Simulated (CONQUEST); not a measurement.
# A series of single points on CaO

System: CaO (Fm-3m, 4 atoms in the cell).
Method: Kohn-Sham DFT of a periodic cell, PBE, PseudoDojo NC PBE, no spin polarisation (CONQUEST 1.3).

The 7 runs differ only in the geometry, by an even scaling of the cell at fixed fractional positions. The structure derives from a Materials Project entry.

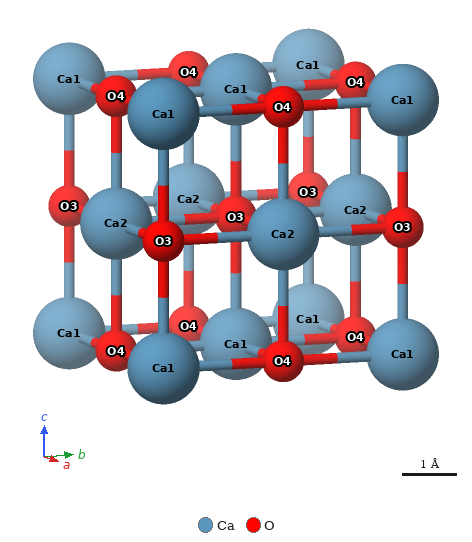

Figure 1. The structure of run 4 (ball-and-stick view of the cell 2 times as large as that of the calculation, set on its symmetry axes, seen slightly off an axis; atoms are numbered from 1 in the order of the input).

## Input of run 4
```
IO.Title CaO
IO.Coordinates coords.dat
IO.FractionalAtomicCoords T
IO.Iprint 2
IO.Iprint_init 1
General.NumberOfSpecies 2
General.PseudopotentialType hamann
AtomMove.TypeOfRun static
AtomMove.FullStress T
Grid.PointsAlongX 36
Grid.PointsAlongY 36
Grid.PointsAlongZ 60
DM.SolutionMethod diagon
Diag.MPMesh T
Diag.GammaCentred T
Diag.MPMeshX 8
Diag.MPMeshY 8
Diag.MPMeshZ 6
Diag.kT 0.00183747
minE.SCTolerance 1e-6
SC.MaxIters 100
IO.AtomChargeOutput T
%block ChemicalSpeciesLabel
1 40.080 Ca
2 16.000 O
%endblock
```

Command:
```bash
Conquest
```

Lattice vectors (Å) and fractional positions of run 4:
```
   3.399141    0.000000    0.000000
   0.000000    3.399141    0.000000
   0.000000    0.000000    4.807111
Ca  0.000000  0.000000  0.000000
Ca  0.500000  0.500000  0.500000
O   0.000000  0.000000  0.500000
O   0.500000  0.500000  0.000000
```

Run 2 has the same physical settings and fractional positions; its lattice vectors (Å) are:
```
   3.353201    0.000000    0.000000
   0.000000    3.353201    0.000000
   0.000000    0.000000    4.742142
```

## Results, with one run withheld

```csv
run,volume per atom (Å³),"free energy per atom, from the lowest run given (meV)",pressure (GPa),gap on the mesh (eV)
1,13.052,32.21,10.20,3.61
2,13.330,?,?,?
3,13.608,7.56,4.03,3.62
4,13.886,1.80,2.41,3.63
5,14.163,0.00,−0.10,3.63
6,14.441,2.08,−2.28,3.63
7,14.719,7.40,−3.99,3.63
```

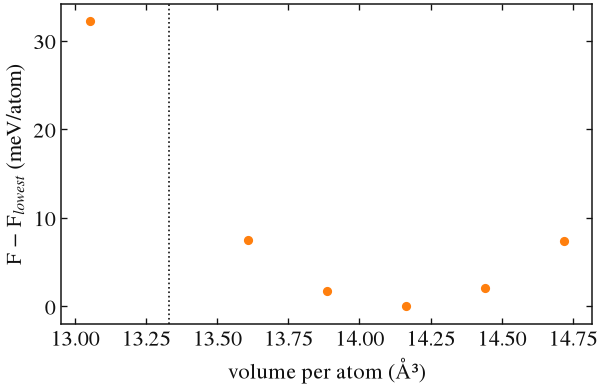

Figure 2. Free energy per atom of the runs given; the dotted line marks run 2.

What should run 2 give?

A cubic polynomial in V^(−2/3) (the Birch–Murnaghan form), fitted to the 6 runs given, misses them by at most 0.07 meV per atom. With x = V^(−2/3) − 0.17248 Å⁻², it reads F = 0.95855 + 1151.9 x + 3.6494e+05 x² − 1.4114e+06 x³ (meV per atom). At run 2 it gives 17.57 meV per atom, and the run itself gives 17.05. The slope of the fit gives a pressure −dF/dV of 7.08 GPa there, and the run prints 7.08 GPa. The fit has its minimum at 14.152 Å³ per atom, where V d²F/dV² gives 109 GPa: the bulk modulus at this level, since symmetry fixes the shape and the positions. So low a polynomial doesn't follow these energies more closely.

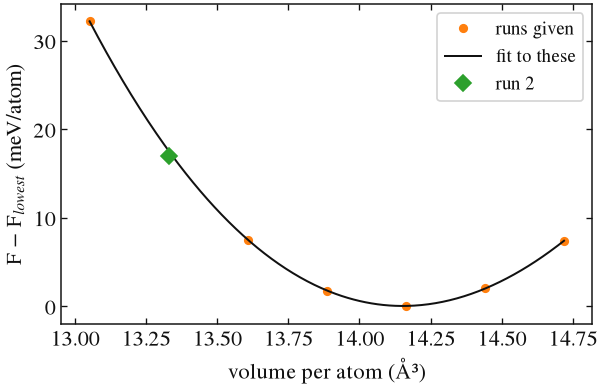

Figure 3. The fit and the withheld run.

## Some lines of the output (run 2)
```
[...]
      Using Fermi-Dirac smearing
          DFT Total Energy                 :      -110.549417114068461 Ha
          DFT Total Energy                 :      -110.623444525609628 Ha
          DFT Total Energy                 :      -110.751633435661333 Ha
          DFT Total Energy                 :      -110.749692546660924 Ha
          DFT Total Energy                 :      -110.751671798141913 Ha
          DFT Total Energy                 :      -110.751687406248394 Ha
          DFT Total Energy                 :      -110.751688686508899 Ha
          DFT Total Energy                 :      -110.751688920955118 Ha
      |* DFT total energy        =      -110.751688920955118 Ha
    force: Average pressure:      7.08091436 GPa
```

Notes: With a small basis of atomic orbitals these values can differ much from converged plane-wave results.
